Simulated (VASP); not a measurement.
Geometry relaxation, with input and output: Ru (part 2 of 2)

Continued. System: Ru (2 atoms in the cell). Method: Kohn-Sham DFT of a periodic cell, PBE, VASP PAW PBE potentials, recommended, no spin polarisation (VASP 6.6.1); cutoff 600 eV, 15×15×9 k-mesh, methfessel-paxton of 0.1 eV. The structure derives from an entry of the Crystallography Open Database.

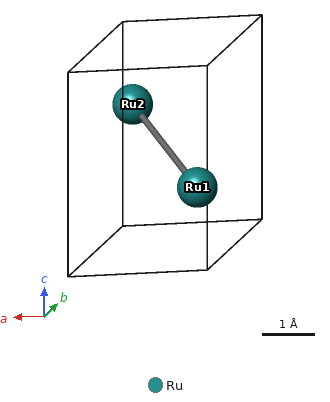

*The geometry at step 2 of the log (ball-and-stick view of the cell of the calculation, seen at an oblique angle; atoms are numbered from 1 in the order of the input).*

Parts of OUTCAR, continued:
```
 -----------------------------------------------------------------------------------
    total drift:                               -0.000000      0.000000     -0.000000

  FREE ENERGIE OF THE ION-ELECTRON SYSTEM (eV)
  ---------------------------------------------------
  free  energy   TOTEN  =       -18.4676269936 eV

  energy  without entropy=      -18.4662169749  energy(sigma->0) =      -18.46715699

--------------------------------------- Ionic step        2  -------------------------------------------

 number of electron      28.0000006 magnetization

------------------------ aborting loop because EDIFF is reached ----------------------------------------

  FORCE on cell =-STRESS in cart. coord.  units (eV):
  Direction    XX          YY          ZZ          XY          YZ          ZX
  --------------------------------------------------------------------------------------
  -------------------------------------------------------------------------------------
  Total       -1.9318318     -1.9318318     -2.1172624      0.0000000      0.0000000      0.0000000
  in kB     -108.1962380   -108.1962380   -118.5816616      0.0000000      0.0000000      0.0000000
  external PRESSURE =    -111.6580459 kB  Pullay stress =       0.0000000 kB

 VOLUME and BASIS-vectors are now :
 -----------------------------------------------------------------------------
  energy-cutoff  :      600.00
  volume of cell :       28.61
      direct lattice vectors                 reciprocal lattice vectors
     2.752706036  0.000000000  0.000000000     0.363278892  0.209739166  0.000000000
    -1.376353018  2.383913356  0.000000000    -0.000000000  0.419478333  0.000000000
     0.000000000 -0.000000000  4.359306857    -0.000000000 -0.000000000  0.229394267

 POSITION                                       TOTAL-FORCE (eV/Angst)
 -----------------------------------------------------------------------------------
     -0.00000      1.58928      1.08983        -0.000000      0.000000      0.000000
      1.37635      0.79464      3.26948         0.000000     -0.000000     -0.000000
 -----------------------------------------------------------------------------------
    total drift:                               -0.000000      0.000000     -0.000000

  FREE ENERGIE OF THE ION-ELECTRON SYSTEM (eV)
  ---------------------------------------------------
  free  energy   TOTEN  =       -18.4325878551 eV

  energy  without entropy=      -18.4313520525  energy(sigma->0) =      -18.43217592

--------------------------------------- Ionic step        3  -------------------------------------------

 number of electron      28.0000004 magnetization

------------------------ aborting loop because EDIFF is reached ----------------------------------------

  FORCE on cell =-STRESS in cart. coord.  units (eV):
  Direction    XX          YY          ZZ          XY          YZ          ZX
  --------------------------------------------------------------------------------------
  -------------------------------------------------------------------------------------
  Total        0.0025874      0.0025874     -0.0251468      0.0000000     -0.0000000      0.0000000
  in kB        0.1506587      0.1506587     -1.4642475      0.0000000     -0.0000000      0.0000000
  external PRESSURE =      -0.3876433 kB  Pullay stress =       0.0000000 kB

 VOLUME and BASIS-vectors are now :
 -----------------------------------------------------------------------------
  energy-cutoff  :      600.00
  volume of cell :       27.52
      direct lattice vectors                 reciprocal lattice vectors
     2.717742669  0.000000000  0.000000000     0.367952423  0.212437430  0.000000000
    -1.358871334  2.353634192  0.000000000    -0.000000000  0.424874861  0.000000000
     0.000000000 -0.000000000  4.301608432    -0.000000000 -0.000000000  0.232471183

 POSITION                                       TOTAL-FORCE (eV/Angst)
 -----------------------------------------------------------------------------------
     -0.00000      1.56909      1.07540        -0.000000     -0.000000      0.000000
      1.35887      0.78454      3.22621         0.000000      0.000000      0.000000
 -----------------------------------------------------------------------------------
    total drift:                               -0.000000      0.000000     -0.000000

  FREE ENERGIE OF THE ION-ELECTRON SYSTEM (eV)
  ---------------------------------------------------
  free  energy   TOTEN  =       -18.4723861483 eV

  energy  without entropy=      -18.4710173616  energy(sigma->0) =      -18.47192989

--------------------------------------- Ionic step        4  -------------------------------------------

 number of electron      28.0000004 magnetization

 Free energy of the ion-electron system (eV)
  ---------------------------------------------------
  ext. energy  EPLUGINS =         0.00000000
  ---------------------------------------------------
  free energy    TOTEN  =       -18.47238629 eV

  energy without entropy =      -18.47101728  energy(sigma->0) =      -18.47192995

 E-fermi :  12.5823     XC(G=0): -14.0399     alpha+bet :-19.7623

 val. band max:       12.5815411317   @ k =   0.2667   0.0000   0.3333
 cond. band min:      12.6097973353   @ k =   0.4667   0.0667   0.3333
 fundamental gap:      0.0282562035
 Fermi energy:        12.5822504648

 k-point     1 :       0.0000    0.0000    0.0000
  band No.  band energies     occupation
      1     -30.9952      2.00000
      2     -30.1074      2.00000
      3     -30.1074      2.00000
      4     -29.9442      2.00000
      5     -29.9442      2.00000
      6     -29.9006      2.00000
      7       4.6914      2.00000
      8       6.5067      2.00000
      9      10.0572      2.00000
     10      10.0572      2.00000
     11      10.2300      2.00000
     12      10.7230      2.00000
     13      10.7230      2.00000
     14      11.2423      2.00000
     15      11.2423      2.00000
     16      13.7618     -0.00000
     17      13.7618     -0.00000
     18      13.8833     -0.00000

 k-point     2 :       0.0667    0.0000    0.0000
  band No.  band energies     occupation
      1     -30.9806      2.00000
      2     -30.1382      2.00000
      3     -30.1178      2.00000
      4     -29.9765      2.00000
      5     -29.9485      2.00000
      6     -29.9072      2.00000
      7       4.8543      2.00000
      8       6.6310      2.00000
      9       9.7545      2.00000
     10      10.1885      2.00000
     11      10.4927      2.00000
     12      10.6550      2.00000
     13      10.8438      2.00000
     14      11.0806      2.00000
     15      11.1430      2.00000
     16      12.5378      1.67657
     17      13.8232     -0.00000
     18      15.3304      0.00000

 k-point     3 :       0.1333    0.0000    0.0000
  band No.  band energies     occupation
      1     -30.9383      2.00000
      2     -30.2255      2.00000
      3     -30.1467      2.00000
      4     -30.0666      2.00000
      5     -29.9611      2.00000
      6     -29.9275      2.00000
      7       5.3172      2.00000
      8       6.9550      2.00000
      9       9.3465      2.00000
     10      10.4452      2.00000
     11      10.4663      2.00000
     12      10.5730      2.00000
     13      10.8891      2.00000
     14      10.9050      2.00000
     15      11.1961      2.00000
     16      11.7245      2.00000
     17      13.9697     -0.00000
     18      16.9532      0.00000

 k-point     4 :       0.2000    0.0000    0.0000
  band No.  band energies     occupation
      1     -30.8719      2.00000
      2     -30.3542      2.00000
      3     -30.1960      2.00000
      4     -30.1878      2.00000
      5     -29.9807      2.00000
      6     -29.9613      2.00000
      7       5.9883      2.00000
      8       7.2918      2.00000
      9       9.0516      2.00000
     10       9.5391      2.00000
     11      10.2698      2.00000
     12      10.5653      2.00000
     13      11.1806      2.00000
     14      11.3217      2.00000
     15      11.4358      2.00000
     16      11.7489      2.00000
     17      14.1349     -0.00000
     18      18.6367      0.00000

 k-point     5 :       0.2667    0.0000    0.0000
  band No.  band energies     occupation
      1     -30.7875      2.00000
      2     -30.5021      2.00000
      3     -30.3404      2.00000
      4     -30.2336      2.00000
      5     -30.0081      2.00000
      6     -30.0045      2.00000
      7       6.6570      2.00000
      8       7.3403      2.00000
      9       8.6634      2.00000
     10       9.1515      2.00000
     11      10.2419      2.00000
     12      10.2842      2.00000
     13      11.0391      2.00000
     14      11.9530      2.00000
     15      12.1944      2.00000
     16      12.4458      2.06599
     17      14.2762     -0.00000
     18      20.3242      0.00000

 [... the levels of 18 k-points are left out ...]

 k-point    24 :       0.4000    0.2000    0.0000
  band No.  band energies     occupation
      1     -30.7484      2.00000
      2     -30.5701      2.00000
      3     -30.4600      2.00000
      4     -30.4543      2.00000
      5     -30.2394      2.00000
      6     -30.2202      2.00000
      7       7.1815      2.00000
      8       7.5300      2.00000
      9       8.0251      2.00000
     10       9.5769      2.00000
     11       9.6654      2.00000
     12      10.2539      2.00000
     13      11.2804      2.00000
     14      13.5814     -0.00000
     15      14.0136     -0.00000
     16      14.1363     -0.00000
     17      17.8707      0.00000
     18      19.3056      0.00000

 [... further k-points ...]

------------------------ aborting loop because EDIFF is reached ----------------------------------------

  FORCE on cell =-STRESS in cart. coord.  units (eV):
  Direction    XX          YY          ZZ          XY          YZ          ZX
  --------------------------------------------------------------------------------------
  -------------------------------------------------------------------------------------
  Total        0.0100894      0.0100894     -0.0169143     -0.0000000      0.0000000      0.0000000
  in kB        0.5876443      0.5876443     -0.9851502     -0.0000000      0.0000000      0.0000000
  external PRESSURE =       0.0633795 kB  Pullay stress =       0.0000000 kB

 VOLUME and BASIS-vectors are now :
 -----------------------------------------------------------------------------
  energy-cutoff  :      600.00
  volume of cell :       27.51
      direct lattice vectors                 reciprocal lattice vectors
     2.717503815  0.000000000  0.000000000     0.367984764  0.212456103  0.000000000
    -1.358751907  2.353427339  0.000000000    -0.000000000  0.424912205  0.000000000
     0.000000000 -0.000000000  4.301214263    -0.000000000 -0.000000000  0.232492487

 POSITION                                       TOTAL-FORCE (eV/Angst)
 -----------------------------------------------------------------------------------
     -0.00000      1.56895      1.07530        -0.000000     -0.000000      0.000000
      1.35875      0.78448      3.22591         0.000000      0.000000      0.000000
 -----------------------------------------------------------------------------------
    total drift:                               -0.000000      0.000000     -0.000000

  FREE ENERGIE OF THE ION-ELECTRON SYSTEM (eV)
  ---------------------------------------------------
  free  energy   TOTEN  =       -18.4723862871 eV

  energy  without entropy=      -18.4710172844  energy(sigma->0) =      -18.47192995

 reached required accuracy - stopping structural energy minimisation
```

CONTCAR:
```
Ru
   1.00000000000000
     2.7175038149875275    0.0000000000000000    0.0000000000000000
    -1.3587519074937637    2.3534273387009117    0.0000000000000000
     0.0000000000000000   -0.0000000000000000    4.3012142632971582
  Ru
     2
Direct
     0.3333333332999970    0.6666666667000030    0.2500000000000000
     0.6666666667000030    0.3333333332999970    0.7500000000000000

  0.00000000E+00  0.00000000E+00  0.00000000E+00
  0.00000000E+00  0.00000000E+00  0.00000000E+00
```

Trajectory as extended XYZ (Å, eV, eV/Å), 4 frames, from step=0 to step=3:
```
2
Lattice="2.7058 0.0000 0.0000 -1.3529 2.3433 0.0000 0.0000 0.0000 4.2819" Properties=species:S:1:pos:R:3:forces:R:3 step=0 energy=-18.46763
Ru    0.0000    1.5622    1.0705    0.0000   0.0000   0.0000
Ru    1.3529    0.7811    3.2114    0.0000   0.0000   0.0000
2
Lattice="2.7527 0.0000 0.0000 -1.3764 2.3839 0.0000 0.0000 -0.0000 4.3593" Properties=species:S:1:pos:R:3:forces:R:3 step=1 energy=-18.43259
Ru    0.0000    1.5893    1.0898    0.0000   0.0000   0.0000
Ru    1.3764    0.7946    3.2695    0.0000   0.0000   0.0000
2
Lattice="2.7177 0.0000 0.0000 -1.3589 2.3536 0.0000 0.0000 -0.0000 4.3016" Properties=species:S:1:pos:R:3:forces:R:3 step=2 energy=-18.47239
Ru    0.0000    1.5691    1.0754    0.0000   0.0000   0.0000
Ru    1.3589    0.7845    3.2262    0.0000   0.0000   0.0000
2
Lattice="2.7175 0.0000 0.0000 -1.3588 2.3534 0.0000 0.0000 -0.0000 4.3012" Properties=species:S:1:pos:R:3:forces:R:3 step=3 energy=-18.47239
Ru    0.0000    1.5690    1.0753    0.0000   0.0000   0.0000
Ru    1.3588    0.7845    3.2259    0.0000   0.0000   0.0000
```

This output came from the following input.

INCAR:
```
ALGO     = Normal         # electronic algorithm
EDIFF    = 1E-6           # SCF threshold, eV
EDIFFG   = -0.01          # ionic threshold
ENCUT    = 600            # plane-wave cutoff, eV
GGA      = PE             # functional
IBRION   = 2              # ionic algorithm
ISIF     = 3              # what is computed and relaxed
ISMEAR   = 1              # smearing method
LASPH    = True           # aspherical terms in the spheres
LCHARG   = False          # write CHGCAR
LREAL    = False          # projectors in reciprocal space
LWAVE    = False          # write WAVECAR
NELM     = 80             # most SCF steps
NSW      = 90             # ionic steps
PREC     = Accurate       # precision mode
SIGMA    = 0.1            # smearing width, eV
```

KPOINTS:
```
k-points
0
Gamma
  15 15 9
```

POSCAR:
```
Ru
1.0
    2.7058000000      0.0000000000      0.0000000000
   -1.3529000000      2.3432915376      0.0000000000
    0.0000000000      0.0000000000      4.2819000000
Ru
2
Direct
    0.3333333333      0.6666666667      0.2500000000
    0.6666666667      0.3333333333      0.7500000000
```

Command:
```bash
cat potpaw_PBE.64/Ru_pv/POTCAR > POTCAR
mpirun -np 1 vasp_std > vasp.out
```

Results in brief:

| quantity | value |
| --- | --- |
| outcome | converged |
| space group (tolerance 0.01 Å) | P6₃/mmc (194) |
| electrons treated | 28 |
| free energy | −18.4724 eV |
| Fermi energy | 12.582 eV |
| gap on the k-point mesh | none (metallic) |
| pressure | 0.01 GPa |
| final volume | 27.51 Å³ |
| largest force (length of the vector) at the end | under 0.001 eV/Å |
| final cell | a = 2.718 Å, b = 2.718 Å, c = 4.301 Å, α = 90.00°, β = 90.00°, γ = 120.00° |
| hardware | 1 thread of Intel Xeon @ 2.90GHz (Ice Lake), 64 GiB of memory available, shared host |
| wall time | 1.7 min |
| peak memory | 0.21 GiB |
